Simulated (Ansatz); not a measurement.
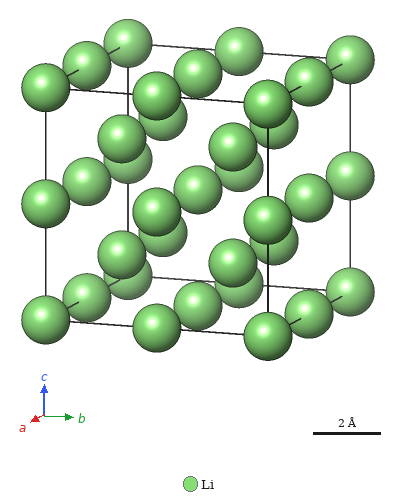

Starting frame of a dynamics run of a 16-atom cell of Li. The cell was cut from the bcc crystal. Style: spheres-only. Shown: the simulation cell, slightly off an axis.

These are results of Ansatz 0.2.0, DFT PBE, scalar-relativistic, plane waves, PAW, not measurements.

Input
```yaml
crystal:
  lattice:
    - [7.094447, 0.0, 0.0]
    - [0.0, 7.094447, 0.0]
    - [0.0, 0.0, 7.094447]
  atoms:
    - { symbol: Li, position: [0.0, 0.0, 0.0] }
    - { symbol: Li, position: [0.5, 0.0, 0.0] }
    - { symbol: Li, position: [0.0, 0.5, 0.0] }
    - { symbol: Li, position: [0.0, 0.0, 0.5] }
    - { symbol: Li, position: [0.25, 0.25, 0.25] }
    - { symbol: Li, position: [0.5, 0.5, 0.0] }
    - { symbol: Li, position: [0.5, 0.0, 0.5] }
    - { symbol: Li, position: [0.75, 0.25, 0.25] }
    - { symbol: Li, position: [0.0, 0.5, 0.5] }
    - { symbol: Li, position: [0.25, 0.75, 0.25] }
    - { symbol: Li, position: [0.25, 0.25, 0.75] }
    - { symbol: Li, position: [0.5, 0.5, 0.5] }
    - { symbol: Li, position: [0.75, 0.75, 0.25] }
    - { symbol: Li, position: [0.75, 0.25, 0.75] }
    - { symbol: Li, position: [0.25, 0.75, 0.75] }
    - { symbol: Li, position: [0.75, 0.75, 0.75] }
basis:
  ecutwfc: 420.0
kpoints:
  mp_grid: { grid: [3, 3, 3] }
hamiltonian:
  xc: pbe
scf:
  occupations: { method: fermi_dirac, width: 0.1 }
  lower_state_search: "off"
md:
  timestep: 1
  n_steps: 200
  ensemble: nvt_langevin
  temperature: 300.0
  initial_velocities: maxwell_boltzmann
  seed: 419465
  friction: 0.02
  temperature_schedule: [{ n_steps: 200, end_temperature: 900.0 }]
```

Launched with:
```bash
ansatz run input.yaml --threads 1 --pin off --max-ram 3072MiB --backend cpu --events-out ev --progress --plain --runs-dir out
```

Q: Predict how the run goes.

A: Under the programmed temperature the kinetic temperature goes from 207 K (first eighth) to 631 K (last eighth), with a peak of 815 K. The potential energy in the second half lies on average 66.2 meV per atom above the first frame. In the second half of the run the atoms are, in the root-mean-square, this far from where they began (common drift taken out): Li 0.47 Å. That is small against the typical shortest distance between atoms in the first frame, about 3.1 Å: the atoms vibrate about their sites and the arrangement holds.

Along the run (each row but the first and the last is the mean over the interval that it begins):

```
time (fs)  potential energy (meV/atom)  T (K)
      0.0                          0.0    281
     33.0                         23.4    381
     66.0                         46.6    416
     99.0                         57.4    426
    132.0                         61.6    638
    165.0                         76.0    658
    198.0                         98.6    649
```

The paths of the atoms:

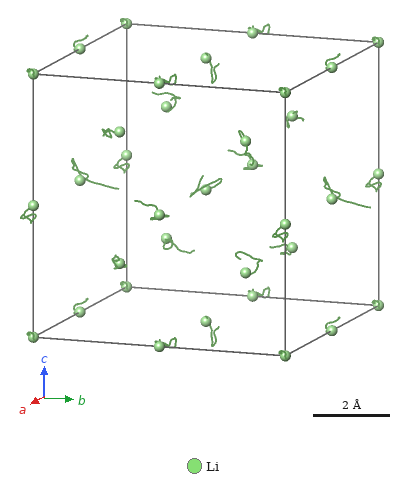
